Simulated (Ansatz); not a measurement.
WS$_{2}$

```yaml
crystal:
  lattice:
    - [0.00000, 5.44883, 0.00000]
    - [-3.24026, 0.00000, 0.00000]
    - [0.00000, 0.00000, 23.56746]
  atoms:
    - { symbol: W, position: [0.33333, 0.00000, 0.63458] }
    - { symbol: W, position: [0.83333, 0.50000, 0.63458] }
    - { symbol: W, position: [0.16667, 0.50000, 0.36542] }
    - { symbol: W, position: [0.66667, 0.00000, 0.36542] }
    - { symbol: S, position: [0.33333, 0.00000, 0.29895] }
    - { symbol: S, position: [0.83333, 0.50000, 0.29895] }
    - { symbol: S, position: [0.16667, 0.50000, 0.56805] }
    - { symbol: S, position: [0.66667, 0.00000, 0.56805] }
    - { symbol: S, position: [0.33333, 0.00000, 0.43195] }
    - { symbol: S, position: [0.83333, 0.50000, 0.43195] }
    - { symbol: S, position: [0.16667, 0.50000, 0.70105] }
    - { symbol: S, position: [0.66667, 0.00000, 0.70105] }
```

Space group C2/m; a structure from a database of computed crystals, not necessarily the ambient phase; changed on purpose from its base cell (strain +0.0300 x Voigt [1, 0, 0, 0, 0, 0], atoms carried along); not relaxed (largest force 0.3 eV/Å); computed pressure about −2 GPa in this cell.

Level of theory: Ansatz, DFT PBEsol, scalar-relativistic, plane waves, PAW.

The density is the valence pseudo-density of a PAW calculation; it isn't the true density close to the nuclei.

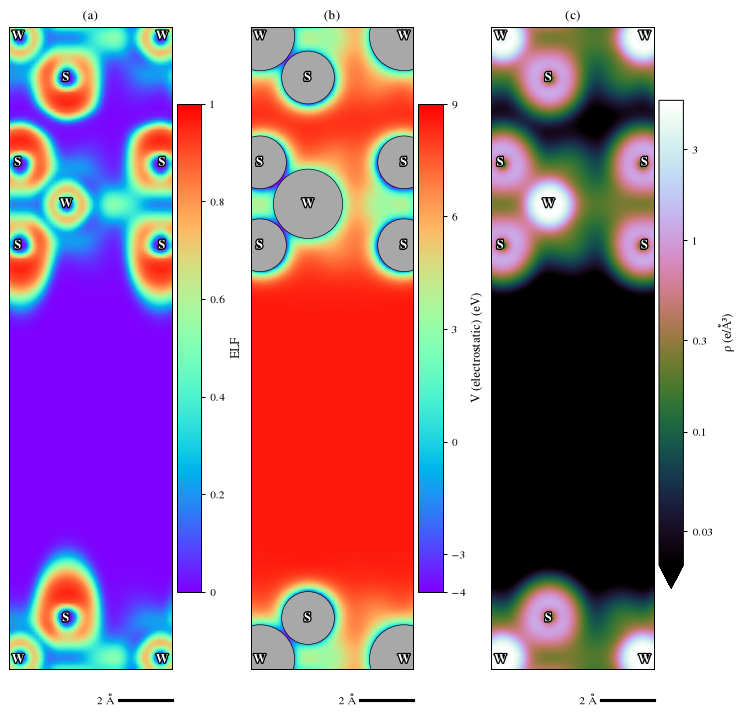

Figure 1. (a) ELF; (b) electrostatic potential energy of an electron; (c) valence charge density (pseudo) on the (010) plane of the conventional cell. Grey discs cover the atomic cores in the potential map.

> Describe what can be read from this map.

- The section cuts through W and S sites.
- W–S (2.40 Å): ρ is about 0.64 e/Å³ halfway; the ELF peaks at about 0.85 in the valence shell of S, 0.8 Å from its nucleus, and is about 0.50 at the midpoint.
- The density dies away to nearly zero in the voids.
- The features right at W lie inside the PAW spheres, where the map follows smoothed inner orbitals and isn't to be read closely.
- Outside the cores the potential energy rises away from the atoms and is highest about 2.9 Å from the nearest atoms; its zero is arbitrary.

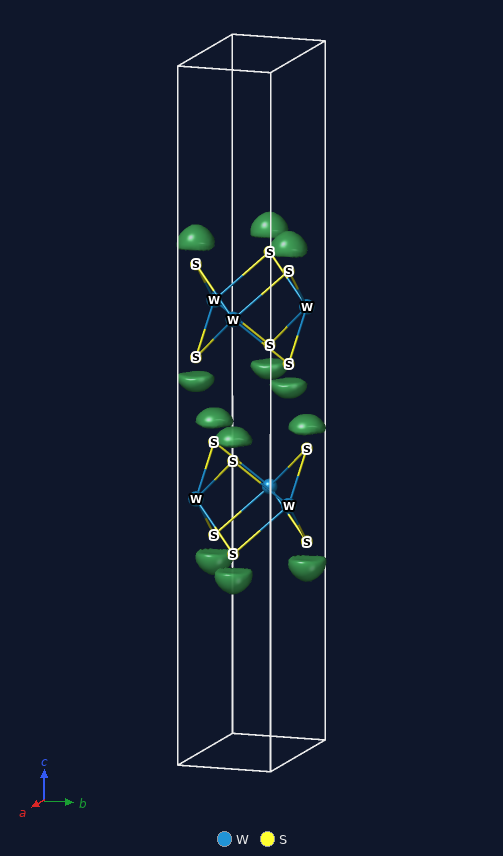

Figure 2. Isosurface of the ELF at 0.9 (green), seen slightly off an axis. Only the valence region is drawn (cores and ρ < 0.01 e/Å³ removed). Sticks mark near contacts.

> Where are the electrons localised?

The ELF exceeds this value in eight lobes on S, pointing away from the bonds (lone pairs), counted in one cell of 12 atoms. Regions shared between cells count once.

> Metal or insulator at this level of theory?

It is gapped, with a Kohn–Sham gap of 1.4 eV on the k-point mesh, an upper bound to the gap of this method.
